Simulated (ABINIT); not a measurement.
## Dielectric calculation, with input and output: SnO (part 2 of 3)

The same run, continued: SnO (P4/nmm, 4 atoms in the cell); Kohn-Sham DFT of a periodic cell, LDA, PseudoDojo NC SR LDA v0.4.1 standard, no spin polarisation (ABINIT 10.8.3); cutoff 952.4 eV, 4×4×4 k-mesh, fixed occupations. The structure derives from a Materials Project entry.

Geometry of the input (Å; fractional positions):
```
3.8137  0.0000  0.0000
0.0000  3.8137  0.0000
0.0000  0.0000  4.8869
Sn 0.5000  0.0000  0.7646
Sn 0.0000  0.5000  0.2354
O  0.0000  0.0000  0.0000
O  0.5000  0.5000  0.0000
```

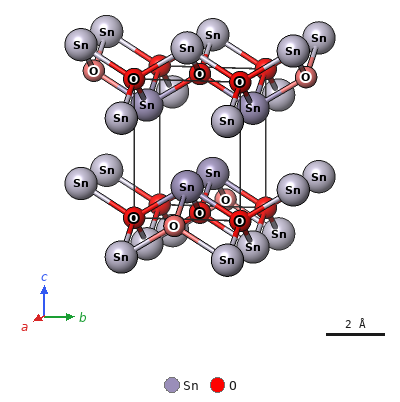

**Figure 1.** The structure as given in the input (ball-and-stick view of the cell of the calculation, seen slightly off an axis; neighbours outside the cell are drawn fainter). An atom can appear more than once, as a periodic image.

## What the program printed, continued
```
 Real(R)+Recip(G) space primitive vectors, cartesian coordinates (Bohr,Bohr^-1):
 R(1)=  7.2068395  0.0000000  0.0000000  G(1)=  0.1387571  0.0000000  0.0000000
 R(2)=  0.0000000  7.2068395  0.0000000  G(2)=  0.0000000  0.1387571  0.0000000
 R(3)=  0.0000000  0.0000000  9.2349277  G(3)=  0.0000000  0.0000000  0.1082846
 Unit cell volume ucvol=  4.7964862E+02 bohr^3
 Angles (23,13,12)=  9.00000000E+01  9.00000000E+01  9.00000000E+01 degrees
 setup1 : take into account q-point for computing boxcut.

 getcut: wavevector=  0.0000  0.0000  0.0000  ngfft=  40  40  50
         ecut(hartree)=     35.000   => boxcut(ratio)=   2.03300
--------------------------------------------------------------------------------

 ==>  initialize data related to q vector <==

 The list of irreducible perturbations for this q vector is:
    1)    idir= 1    ipert=   5
    2)    idir= 2    ipert=   5
    3)    idir= 3    ipert=   5

================================================================================

--------------------------------------------------------------------------------
 Perturbation wavevector (in red.coord.)   0.000000  0.000000  0.000000
 Perturbation : derivative vs k along direction   1
 The set of symmetries contains only one element for this perturbation.
 symkpt : not enough symmetry to change the number of k points.

--------------------------------------------------------------------------------

--------------------------------------------------------------------------------

 Initialisation of the first-order wave-functions :
  ireadwf=   0

--- !BeginCycle
iteration_state: {dtset: 2, }
solver: {iscf: -3, nstep: 80, nline: 4, wfoptalg: 0, }
tolerances: {tolwfr: 1.00E-18, }
...

     iter   2DEtotal(Ha)        deltaE(Ha) residm    vres2
-ETOT  1  -58.803400275054     -5.880E+01 2.120E-01 0.000E+00
 ETOT  2  -59.056047235301     -2.526E-01 9.072E-03 0.000E+00
 ETOT  3  -59.064591802876     -8.545E-03 3.672E-04 0.000E+00
 ETOT  4  -59.065061007634     -4.692E-04 3.588E-05 0.000E+00
 ETOT  5  -59.065092167131     -3.116E-05 2.303E-06 0.000E+00
 ETOT  6  -59.065094495098     -2.328E-06 2.907E-07 0.000E+00
 ETOT  7  -59.065094683630     -1.885E-07 2.085E-08 0.000E+00
 ETOT  8  -59.065094699880     -1.625E-08 2.814E-09 0.000E+00
 ETOT  9  -59.065094701352     -1.472E-09 2.111E-10 0.000E+00
 ETOT 10  -59.065094701492     -1.402E-10 3.026E-11 0.000E+00
 ETOT 11  -59.065094701506     -1.384E-11 2.423E-12 0.000E+00
 ETOT 12  -59.065094701507     -1.478E-12 3.741E-13 0.000E+00
 ETOT 13  -59.065094701507     -1.918E-13 3.223E-14 0.000E+00
 ETOT 14  -59.065094701507      7.105E-14 5.302E-15 0.000E+00
 ETOT 15  -59.065094701507     -2.132E-14 4.812E-16 0.000E+00
 ETOT 16  -59.065094701507      0.000E+00 8.213E-17 0.000E+00
 ETOT 17  -59.065094701507      2.132E-14 7.638E-18 0.000E+00
 ETOT 18  -59.065094701507      0.000E+00 1.328E-18 0.000E+00
 ETOT 19  -59.065094701507     -7.105E-15 9.933E-19 0.000E+00

 At SCF step   19   max residual=  9.93E-19 < tolwfr=  1.00E-18 =>converged.
================================================================================

 ----iterations are completed or convergence reached----

 Mean square residual over all n,k,spin=   57.823E-20; max=  99.333E-20
 dfpt_looppert : ek2=    6.0807902709E+01
          f-sum rule ratio=    9.9854865812E-01
 Expectation of eigenvalue derivatives (hartree) for nkpt=  32  k points:
  (in case of degenerate eigenvalues, averaged derivative)
 kpt#   1, nband= 20, wtk=  0.03125, kpt=  0.1250  0.1250  0.1250 (reduced coord)
   0.00337   -0.02227    0.00035    0.00045    0.00272    0.00100    0.00147   -0.00108
   0.00002    0.00065    0.07054   -0.04164   -0.01500   -0.06255   -0.02407    0.12502
  -0.08603   -0.10433    0.03250   -0.03565
 prteigrs : prtvol=0 or 1, do not print more k-points.

 2DEtotal=   -0.5906509470E+02 Ha. Also 2DEtotal=   -0.160724310558E+04 eV
    (  non-var. 2DEtotal :   -5.9065094699E+01 Ha)

--------------------------------------------------------------------------------
 Perturbation wavevector (in red.coord.)   0.000000  0.000000  0.000000
 Perturbation : derivative vs k along direction   2
 The set of symmetries contains only one element for this perturbation.
 symkpt : not enough symmetry to change the number of k points.

--------------------------------------------------------------------------------

--------------------------------------------------------------------------------

 Initialisation of the first-order wave-functions :
  ireadwf=   0

--- !BeginCycle
iteration_state: {dtset: 2, }
solver: {iscf: -3, nstep: 80, nline: 4, wfoptalg: 0, }
tolerances: {tolwfr: 1.00E-18, }
...

     iter   2DEtotal(Ha)        deltaE(Ha) residm    vres2
-ETOT  1  -58.803400274667     -5.880E+01 2.120E-01 0.000E+00
 ETOT  2  -59.056047234953     -2.526E-01 9.072E-03 0.000E+00
 ETOT  3  -59.064591802533     -8.545E-03 3.672E-04 0.000E+00
 ETOT  4  -59.065061007291     -4.692E-04 3.588E-05 0.000E+00
 ETOT  5  -59.065092166788     -3.116E-05 2.303E-06 0.000E+00
 ETOT  6  -59.065094494756     -2.328E-06 2.907E-07 0.000E+00
 ETOT  7  -59.065094683287     -1.885E-07 2.085E-08 0.000E+00
 ETOT  8  -59.065094699537     -1.625E-08 2.814E-09 0.000E+00
 ETOT  9  -59.065094701009     -1.472E-09 2.111E-10 0.000E+00
 ETOT 10  -59.065094701149     -1.402E-10 3.026E-11 0.000E+00
 ETOT 11  -59.065094701163     -1.393E-11 2.423E-12 0.000E+00
 ETOT 12  -59.065094701164     -1.457E-12 3.741E-13 0.000E+00
 ETOT 13  -59.065094701164     -8.527E-14 3.223E-14 0.000E+00
 ETOT 14  -59.065094701164     -9.948E-14 5.302E-15 0.000E+00
 ETOT 15  -59.065094701164      5.684E-14 4.812E-16 0.000E+00
 ETOT 16  -59.065094701164      7.105E-15 8.213E-17 0.000E+00
 ETOT 17  -59.065094701164     -5.684E-14 7.638E-18 0.000E+00
 ETOT 18  -59.065094701164      7.105E-15 1.328E-18 0.000E+00
 ETOT 19  -59.065094701164      2.842E-14 9.933E-19 0.000E+00

 At SCF step   19   max residual=  9.93E-19 < tolwfr=  1.00E-18 =>converged.
================================================================================

 ----iterations are completed or convergence reached----

 Mean square residual over all n,k,spin=   57.823E-20; max=  99.333E-20
 dfpt_looppert : ek2=    6.0807902709E+01
          f-sum rule ratio=    9.9854865810E-01
 Expectation of eigenvalue derivatives (hartree) for nkpt=  32  k points:
  (in case of degenerate eigenvalues, averaged derivative)
 kpt#   1, nband= 20, wtk=  0.03125, kpt=  0.1250  0.1250  0.1250 (reduced coord)
   0.00337   -0.02227    0.00035    0.00045    0.00272    0.00100    0.00147   -0.00108
   0.00002    0.00065    0.07054   -0.04164   -0.01500   -0.06255   -0.02407    0.12502
  -0.08603   -0.10433    0.03250   -0.03565
 prteigrs : prtvol=0 or 1, do not print more k-points.

 2DEtotal=   -0.5906509470E+02 Ha. Also 2DEtotal=   -0.160724310557E+04 eV
    (  non-var. 2DEtotal :   -5.9065094699E+01 Ha)

--------------------------------------------------------------------------------
 Perturbation wavevector (in red.coord.)   0.000000  0.000000  0.000000
 Perturbation : derivative vs k along direction   3
 The set of symmetries contains only one element for this perturbation.
 symkpt : not enough symmetry to change the number of k points.

--------------------------------------------------------------------------------

--------------------------------------------------------------------------------

 Initialisation of the first-order wave-functions :
  ireadwf=   0

--- !BeginCycle
iteration_state: {dtset: 2, }
solver: {iscf: -3, nstep: 80, nline: 4, wfoptalg: 0, }
tolerances: {tolwfr: 1.00E-18, }
...

     iter   2DEtotal(Ha)        deltaE(Ha) residm    vres2
-ETOT  1  -35.767422430388     -3.577E+01 1.536E-01 0.000E+00
 ETOT  2  -35.938522659429     -1.711E-01 8.079E-03 0.000E+00
 ETOT  3  -35.947158691158     -8.636E-03 1.152E-03 0.000E+00
 ETOT  4  -35.947809430862     -6.507E-04 9.446E-05 0.000E+00
 ETOT  5  -35.947866443073     -5.701E-05 1.535E-05 0.000E+00
 ETOT  6  -35.947871864662     -5.422E-06 1.216E-06 0.000E+00
 ETOT  7  -35.947872407593     -5.429E-07 1.935E-07 0.000E+00
 ETOT  8  -35.947872463989     -5.640E-08 1.568E-08 0.000E+00
 ETOT  9  -35.947872469995     -6.007E-09 2.441E-09 0.000E+00
 ETOT 10  -35.947872470648     -6.524E-10 2.020E-10 0.000E+00
 ETOT 11  -35.947872470720     -7.173E-11 3.103E-11 0.000E+00
 ETOT 12  -35.947872470728     -7.930E-12 2.602E-12 0.000E+00
 ETOT 13  -35.947872470728     -8.527E-13 3.974E-13 0.000E+00
 ETOT 14  -35.947872470729     -1.563E-13 3.356E-14 0.000E+00
 ETOT 15  -35.947872470729      4.974E-14 5.119E-15 0.000E+00
 ETOT 16  -35.947872470729     -7.105E-15 4.339E-16 0.000E+00
 ETOT 17  -35.947872470728      1.421E-14 6.621E-17 0.000E+00
 ETOT 18  -35.947872470729     -2.132E-14 5.623E-18 0.000E+00
 ETOT 19  -35.947872470728      2.132E-14 9.854E-19 0.000E+00

 At SCF step   19   max residual=  9.85E-19 < tolwfr=  1.00E-18 =>converged.
================================================================================

 ----iterations are completed or convergence reached----

 Mean square residual over all n,k,spin=   51.918E-20; max=  98.543E-20
 dfpt_looppert : ek2=    3.7032473548E+01
          f-sum rule ratio=    9.9970819950E-01
 Expectation of eigenvalue derivatives (hartree) for nkpt=  32  k points:
  (in case of degenerate eigenvalues, averaged derivative)
 kpt#   1, nband= 20, wtk=  0.03125, kpt=  0.1250  0.1250  0.1250 (reduced coord)
   0.00087   -0.00275    0.00164    0.00122   -0.00059    0.00074    0.00184   -0.00060
  -0.00058   -0.00221    0.00299    0.00028   -0.12068    0.01011    0.15224    0.00882
  -0.01263    0.04775    0.00019   -0.07255
 prteigrs : prtvol=0 or 1, do not print more k-points.

 2DEtotal=   -0.3594787247E+02 Ha. Also 2DEtotal=   -0.978191442522E+03 eV
    (  non-var. 2DEtotal :   -3.5947872469E+01 Ha)
================================================================================

 ---- first-order wavefunction calculations are completed ----

 Total localisation tensor (bohr^2) in cartesian coordinates
  WARNING : still subject to testing - especially symmetries.
      direction              matrix element
   alpha     beta       real part   imaginary part
     1        1       0.9403839350    0.0000000000
     1        2       0.0000000000    0.0000000000
     1        3       0.0000000000    0.0000000000
     2        1       0.0000000000    0.0000000000
     2        2       0.9403839350   -0.0000000000
     2        3       0.0000000000    0.0000000000
     3        1       0.0000000000    0.0000000000
     3        2       0.0000000000    0.0000000000
     3        3       0.8791683151   -0.0000000000

 respfn : d/dk was computed, but no 2DTE, so no DDB output.

================================================================================
== DATASET  3 ==================================================================

--- !DatasetInfo
iteration_state: {dtset: 3, }
dimensions: {natom: 4, nkpt: 32, mband: 20, nsppol: 1, nspinor: 1, nspden: 1, mpw: 4764, }
cutoff_energies: {ecut:  35.0, pawecutdg:  -1.0, }
electrons: {nelect:   4.00000000E+01, charge:   0.00000000E+00, occopt:   1.00000000E+00, tsmear:   1.00000000E-02, }
meta: {optdriver: 1, rfelfd: 3, }
...

 mkfilename : getwfk/=0, take file _WFK from output of DATASET   1.

 mkfilename : getddk/=0, take file _1WF from output of DATASET   2.

 Exchange-correlation functional for the present dataset will be:
  LDA: Perdew-Wang 92 LSD fit to Ceperley-Alder data - ixc=7
  J.P.Perdew and Y.Wang, PRB 45, 13244 (1992)

 Real(R)+Recip(G) space primitive vectors, cartesian coordinates (Bohr,Bohr^-1):
 R(1)=  7.2068395  0.0000000  0.0000000  G(1)=  0.1387571  0.0000000  0.0000000
 R(2)=  0.0000000  7.2068395  0.0000000  G(2)=  0.0000000  0.1387571  0.0000000
 R(3)=  0.0000000  0.0000000  9.2349277  G(3)=  0.0000000  0.0000000  0.1082846
 Unit cell volume ucvol=  4.7964862E+02 bohr^3
 Angles (23,13,12)=  9.00000000E+01  9.00000000E+01  9.00000000E+01 degrees
 setup1 : take into account q-point for computing boxcut.

 getcut: wavevector=  0.0000  0.0000  0.0000  ngfft=  40  40  50
         ecut(hartree)=     35.000   => boxcut(ratio)=   2.03300
--------------------------------------------------------------------------------

 ==>  initialize data related to q vector <==

 The list of irreducible perturbations for this q vector is:
    1)    idir= 1    ipert=   6
    2)    idir= 3    ipert=   6

================================================================================

 The perturbation idir=   2  ipert=   6 is
 symmetric of a previously calculated perturbation.
 So, its SCF calculation is not needed.

--------------------------------------------------------------------------------
 Perturbation wavevector (in red.coord.)   0.000000  0.000000  0.000000
 Perturbation : homogeneous electric field along direction   1
 The set of symmetries contains only one element for this perturbation.
 symkpt : not enough symmetry to change the number of k points.

--------------------------------------------------------------------------------

--------------------------------------------------------------------------------

 Initialisation of the first-order wave-functions :
  ireadwf=   0

--- !BeginCycle
iteration_state: {dtset: 3, }
solver: {iscf: 7, nstep: 80, nline: 4, wfoptalg: 0, }
tolerances: {tolvrs: 1.00E-10, }
...

     iter   2DEtotal(Ha)        deltaE(Ha) residm    vres2
-ETOT  1  -173.00653919034     -1.730E+02 4.497E+00 4.863E+04
 ETOT  2  -189.65548009993     -1.665E+01 3.151E-01 1.449E+04
 ETOT  3  -198.81170311440     -9.156E+00 1.071E-02 1.230E+02
 ETOT  4  -198.89543946086     -8.374E-02 4.048E-04 1.003E+00
 ETOT  5  -198.89603798812     -5.985E-04 3.770E-05 8.637E-02
 ETOT  6  -198.89610117738     -6.319E-05 1.942E-06 1.424E-03
 ETOT  7  -198.89610461892     -3.442E-06 4.004E-07 2.855E-05
 ETOT  8  -198.89610483857     -2.196E-07 2.341E-08 1.257E-06
 ETOT  9  -198.89610485882     -2.025E-08 4.927E-09 1.280E-07
 ETOT 10  -198.89610486084     -2.025E-09 3.231E-10 1.488E-09
 ETOT 11  -198.89610486105     -2.080E-10 6.741E-11 5.219E-10
 ETOT 12  -198.89610486108     -2.373E-11 4.448E-12 1.753E-11

 At SCF step   12       vres2   =  1.75E-11 < tolvrs=  1.00E-10 =>converged.
-open ddk wf file :runo_DS2_1WF13
-open ddk wf file :runo_DS2_1WF14
-open ddk wf file :runo_DS2_1WF15
================================================================================

 ----iterations are completed or convergence reached----

 Mean square residual over all n,k,spin=   37.978E-15; max=  44.479E-13

 2DEtotal=   -0.1988961049E+03 Ha. Also 2DEtotal=   -0.541223873220E+04 eV
    (  non-var. 2DEtotal :   -1.9889610235E+02 Ha)

--------------------------------------------------------------------------------
 Perturbation wavevector (in red.coord.)   0.000000  0.000000  0.000000
 Perturbation : homogeneous electric field along direction   3
 The set of symmetries contains only one element for this perturbation.
 symkpt : not enough symmetry to change the number of k points.

--------------------------------------------------------------------------------

--------------------------------------------------------------------------------

 Initialisation of the first-order wave-functions :
  ireadwf=   0

--- !BeginCycle
iteration_state: {dtset: 3, }
solver: {iscf: 7, nstep: 80, nline: 4, wfoptalg: 0, }
tolerances: {tolvrs: 1.00E-10, }
...

     iter   2DEtotal(Ha)        deltaE(Ha) residm    vres2
-ETOT  1  -99.342974287975     -9.934E+01 4.290E+00 1.327E+04
 ETOT  2  -104.07684526327     -4.734E+00 6.048E-02 2.354E+03
 ETOT  3  -105.60596067903     -1.529E+00 2.767E-03 8.287E+01
 ETOT  4  -105.65410161227     -4.814E-02 4.074E-04 5.746E-01
 ETOT  5  -105.65448590465     -3.843E-04 2.074E-05 9.170E-02
 ETOT  6  -105.65452271460     -3.681E-05 1.567E-06 3.732E-03
 ETOT  7  -105.65452488395     -2.169E-06 2.244E-07 5.148E-05
 ETOT  8  -105.65452500020     -1.162E-07 2.333E-08 1.526E-05
 ETOT  9  -105.65452501624     -1.604E-08 2.310E-09 3.099E-07
 ETOT 10  -105.65452501736     -1.114E-09 3.194E-10 1.531E-08
 ETOT 11  -105.65452501746     -1.029E-10 2.667E-11 8.702E-09
 ETOT 12  -105.65452501747     -1.401E-11 4.325E-12 2.752E-09
 ETOT 13  -105.65452501747     -1.251E-12 3.095E-13 5.579E-11

 At SCF step   13       vres2   =  5.58E-11 < tolvrs=  1.00E-10 =>converged.
-open ddk wf file :runo_DS2_1WF13
-open ddk wf file :runo_DS2_1WF14
-open ddk wf file :runo_DS2_1WF15
================================================================================

 ----iterations are completed or convergence reached----

 Mean square residual over all n,k,spin=   24.222E-16; max=  30.951E-14
```
